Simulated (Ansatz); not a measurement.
The calculation's input:

```
crystal:
  lattice:
    - [5.5148137916, 0.0, 0.0]
    - [0.0, 5.5148137916, 0.0]
    - [0.0, 0.0, 3.2430062931]
  atoms:
    - { symbol: Zn, position: [0.182065724, 0.182065724, 0.5] }
    - { symbol: Zn, position: [0.817934276, 0.817934276, 0.5] }
    - { symbol: Zn, position: [0.682065724, 0.317934276, 0.0] }
    - { symbol: Zn, position: [0.317934276, 0.682065724, 0.0] }
    - { symbol: O, position: [0.8180023132, 0.1819976868, 0.5] }
    - { symbol: O, position: [0.1819976868, 0.8180023132, 0.5] }
    - { symbol: O, position: [0.6819976868, 0.6819976868, 0.0] }
    - { symbol: O, position: [0.3180023132, 0.3180023132, 0.0] }
    - { symbol: H, position: [1.0000405349, -0.6180023132, 0.0] }
basis:
  ecutwfc: 420
kpoints:
  mp_grid: { grid: [4, 4, 8] }
hamiltonian:
  xc: pbesol
  pseudopotentials: { kind: paw, azcp: { folder: soft_1 } }
scf:
  occupations: { method: gaussian, width: 0.05 }
output:
  forces: true
  stress: true
  eigenvalues: true
  write_density: true
  write_potential: true
  elf: true
  volumetric_format: npy
```

Launched as:

```sh
ansatz run input.yaml --threads 4 --pin off --max-ram 8192MiB --backend cpu --events-out ev --progress --plain --runs-dir out
```

Not relaxed (largest force 0.8 eV/Å); computed pressure about 4 GPa in this cell; computed without spin polarisation; PAW files of the earlier set (soft_1).

Level of theory: DFT PBEsol, scalar-relativistic, plane waves, PAW (Ansatz).

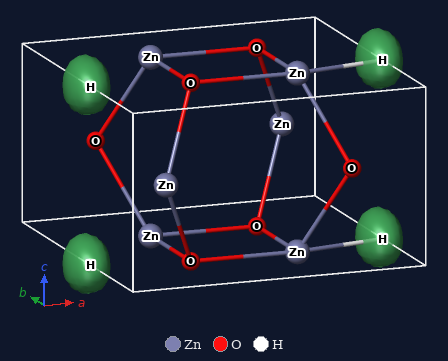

Zn4HO4 (distorted or defective cell). Isosurface of the ELF at 0.9 (green), seen slightly off an axis. Core shells and regions of very low density are left out. Sticks mark near contacts.

In a PAW calculation such maps are meaningful between the atoms, not at the nuclei.

Question: Where are the electrons localised?

Answer: The ELF exceeds this value in one region around a hydrogen nucleus, counted in one cell of 9 atoms. Any copies at cell faces, edges or corners count once. Along the contacts the grid gives the following. Zn–H (1.79 Å): the ELF climbs to about 1 towards the hydrogen. Zn–O (1.94 Å): the ELF peaks at about 0.85 in the valence shell of O, 0.6 Å from its nucleus, and is about 0.25 at the midpoint; no localised pair shows between them.

Question: Does the calculation make it a metal, or give it a gap?

Answer: It is metallic or semimetallic at this level of theory: no gap opens.
